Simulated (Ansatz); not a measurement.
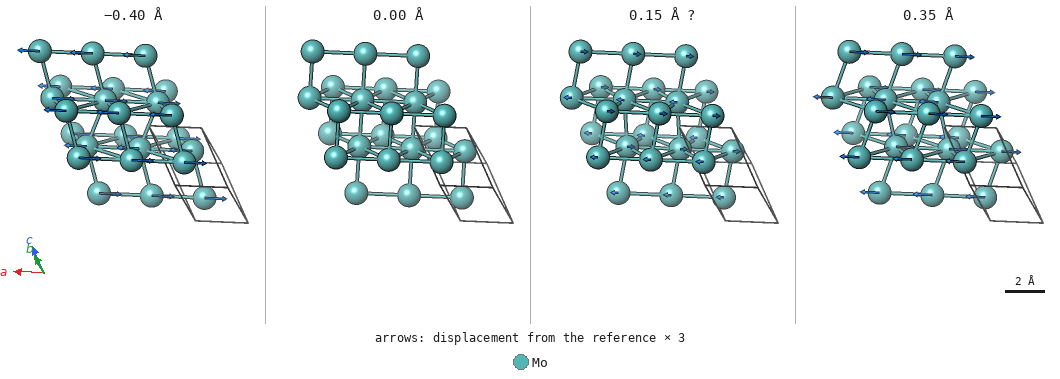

A scan of solid Mo (P6/mmm): a normal mode of wave vector (0, 1/2, 1/2) of the primitive cell, folded into a doubled cell, is frozen in with the cell fixed, the amplitude being the largest displacement of an atom. The picture is a ball-and-stick view of the cell of the calculation, repeated 3 × 2 × 2 with one cell outlined, seen from a free direction. Blue arrows: displacements from the reference.

All numbers below come from DFT PBEsol, scalar-relativistic, plane waves, PAW (Ansatz 0.2.0). (plane-wave cutoff 420 eV; k-point mesh 24 × 24 × 24; occupations gaussian; smearing width 0.15 eV; no spin polarisation). Energies (free energies at the smearing named) are counted from the relaxed crystal.

```
largest displacement (Å)  E − E(ref) (meV/cell)
                   −0.40                   28.9
                   −0.20                   25.0
                    0.00                    0.0
                    0.05                    0.8
                    0.10                    5.3
                    0.15                      ?
                    0.25                   27.6
                    0.30                   29.4
                    0.35                   27.6
```

One row is withheld. What is its energy?

Answer. A straight line between the two neighbours gives 12.7 meV/cell. A cubic through the four nearest rows (0.05, 0.10, 0.25, 0.30) gives, with Lagrange weights, (−0.3000)(0.8) + (1.0000)(5.3) + (0.5000)(27.6) + (−0.2000)(29.4) = 13.0 meV/cell. The calculation gives 15.5 meV/cell, so the cubic is 2.5 meV/cell too low and the straight line 2.8 meV/cell too low, as the curve bends downwards here.

The whole profile:

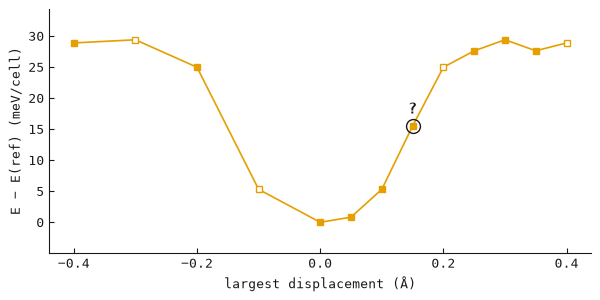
